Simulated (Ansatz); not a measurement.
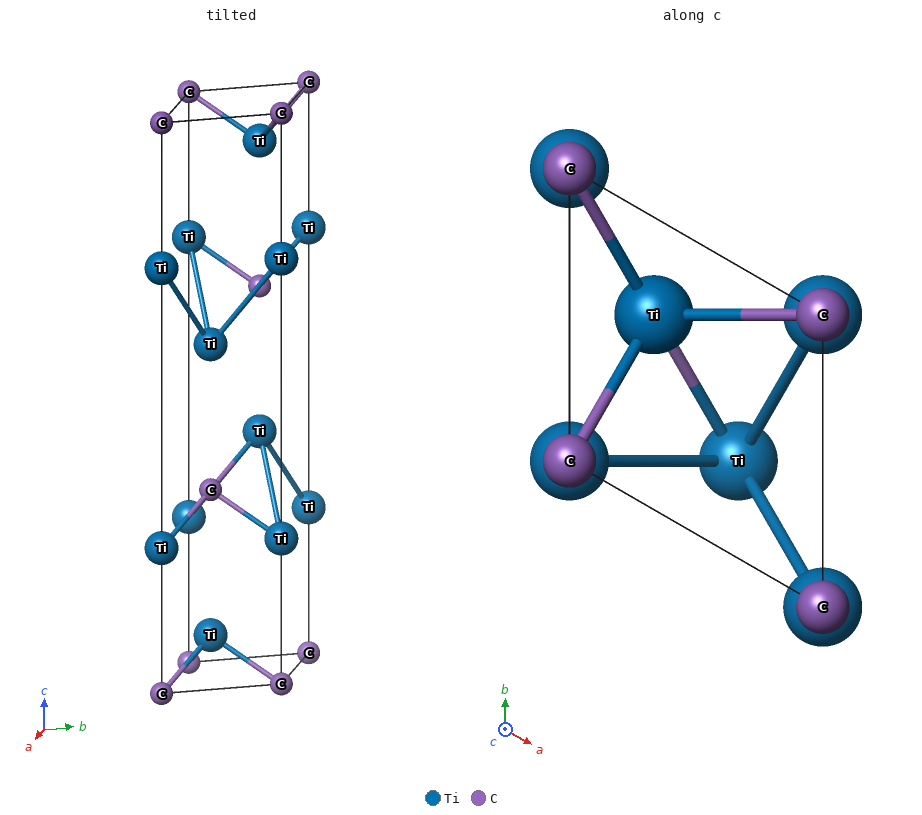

Crystal structure, ball-and-stick style, seen slightly off an axis and along the c axis. The wireframe shows the conventional unit cell.

Ti2C, space group R-3m (No. 166), a = 3.08 Å, b = 3.08 Å, c = 14.46 Å, α = 90.00°, β = 90.00°, γ = 120.00°.

Calculation details: DFT r2SCAN, scalar-relativistic, plane waves, PAW in Ansatz; E_cut = 500 eV, k-points about 0.20 Å⁻¹ apart, Gaussian smearing of 0.15 eV, no spin polarisation.

### What does the calculation say: metal or gapped?

A metal: bands cross the Fermi level.

### How far is the cell from zero pressure?

The computed pressure is 0.1 GPa, close to zero.

Its origin is a structure listed in the Materials Project. Earlier steps of the study, as a rule a relaxation of our own, may have changed the cell and positions, so they can lie some per cent off the listed ones. Ansatz was used for an electronic-structure calculation on it.
